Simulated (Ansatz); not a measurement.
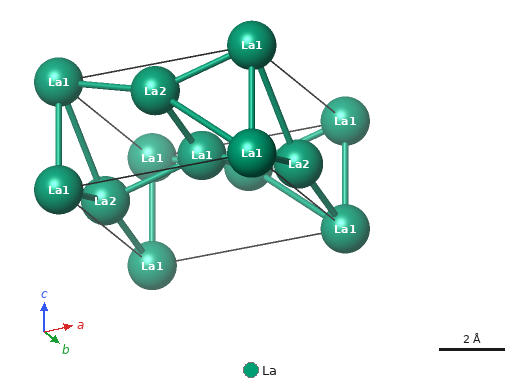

Crystalline La (a generated structure, set up in I4_1/amd), before the relaxation. Style: ball-and-stick. Shown: the conventional cell (2 times the calculation's cell), from a free direction. Lengths and directions refer to the drawn axes.

Phase: beta-Sn type.

The calculation used DFT, PBE, plane waves (420 eV) with PAW, scalar-relativistic (Ansatz).

The input:
```yaml
crystal:
  lattice:
    - [-3.3012070246, 3.3012070246, 1.8024590354]
    - [3.3012070246, -3.3012070246, 1.8024590354]
    - [3.3012070246, 3.3012070246, -1.8024590354]
  atoms:
    - { symbol: La, position: [0.0, 0.0, 0.0] }
    - { symbol: La, position: [0.75, 0.25, 0.5] }
hamiltonian:
  xc: pbe
  pseudopotentials:
    kind: paw
    azcp:
      La: "pseudopotentials/La.paw.azcp"
basis:
  ecutwfc: 420
  fft_grid_basis: typed
kpoints:
  mp_grid: { grid: [10, 10, 7], shift: [0, 0, 0] }
magnetization:
  spin_polarized: false
scf:
  occupations: { method: fermi_dirac, width: 0.1 }
relax:
  max_steps: 60
  f_tol: 0.01
  cell: {}
```

Run as
```bash
ansatz run input.yaml --threads 1 --pin off --max-ram 3584MiB --backend cpu --events-out ev --progress --plain --runs-dir out
```

**Where does the relaxation end?**

The energy falls by 277 meV per atom in 26 accepted moves (30 points after the start). The pressure goes from −1.64 to 0.00 GPa. The line search rejected the trial step at point 18 of the run. At 3 points the geometry stayed and the basis and grid were re-selected for the new cell (energy shift of 21.3 meV per atom at most each time). The largest moves relative to the cell, 0.27 Å, are those of La1 and La2. La1 goes along [−1 1 0]. Cell: a = b 6.602 → 7.177 Å (+8.7 %), c 3.605 → 3.777 Å (+4.8 %), α 90.0° → 74.8°, β 90.0° → 74.8°, γ 90.0° → 54.2°. Volume −4.0 %. Among the contacts that change: La1–La1 5.004 → 3.778 Å, La1–La2 4.267 → 3.753 Å, La1–La2 (another image) 3.422 → 3.751 Å, La1–La1 (another image) 3.605 → 3.777 Å. New bonds form: La1–La1 (5.00 → 3.78 Å), La2–La2 (5.00 → 3.78 Å). The space group (tolerance 0.01 Å) goes from I4_1/amd (No. 141) to P6_3/mmc (No. 194).

Step by step:

```
step  E − E(0), meV/atom  largest force component, eV/Å  pressure, GPa  volume, Å³/atom                      note
   0                0.00                         0.0000          -1.64           39.286                          
   1              -18.56                         0.0000          -0.69           37.365                          
   2              -29.09                         0.0018           0.34           35.339                          
   3              -29.66                         0.0003           0.03           35.711                          
   4              -29.68                         0.0016           0.00           35.741                          
   5              -29.73                         0.0034          -0.04           35.780                          
   6              -32.52                         0.0183          -0.09           35.813                          
   7              -38.96                         0.0114           0.04           35.771                          
   8              -40.62                         0.0159           0.43           35.750                          
   9              -42.55                         0.0063          -0.03           36.253                          
  10              -45.22                         0.0099           0.01           36.270                          
  11              -57.49                         0.0058           0.23           36.192                          
  12              -79.71                         0.0207           0.34           36.216                          
  13             -102.79                         0.0210           0.41           36.314                          
  14             -129.42                         0.0002           0.44           36.513                          
  15             -168.10                         0.0281           0.56           36.392                          
  16             -207.73                         0.0125           0.63           35.983                          
  17             -223.26                         0.0088           0.13           36.177                          
  18             -222.76                         0.0080           0.18           36.176                  rejected
  19             -224.86                         0.0198           0.03           36.350                          
  21             -225.60                         0.0069          -0.02           36.344                          
  22             -225.67                         0.0002           0.02           36.279                          
  23             -246.96                         0.0001           0.70           36.279  same geometry, new basis
  24             -259.40                         0.0169           0.46           36.822                          
  25             -270.16                         0.0251           0.06           37.563                          
  26             -276.38                         0.0138           0.19           37.387                          
  27             -276.81                         0.0033           0.00           37.660                          
  28             -277.44                         0.0033           0.04           37.660  same geometry, new basis
  29             -277.49                         0.0009           0.00           37.714                          
  30             -277.49                         0.0009           0.00           37.714  same geometry, new basis
```

The structure at the end:

```
La
1.0
    -2.08796    2.53893    1.86150
     2.53893   -2.08796    1.86150
     4.25331    4.25331   -1.03555
La
2
Direct
  0.04138 0.95862 0.00000
  0.70862 0.29138 0.50000
```

The end point in the same view:

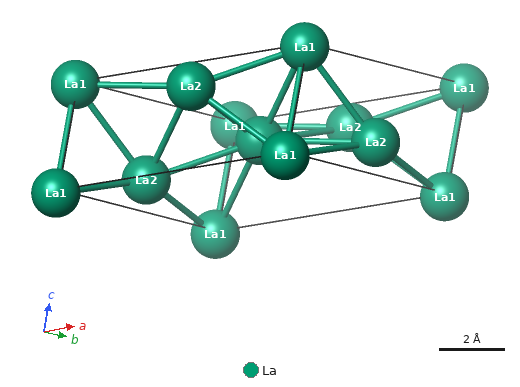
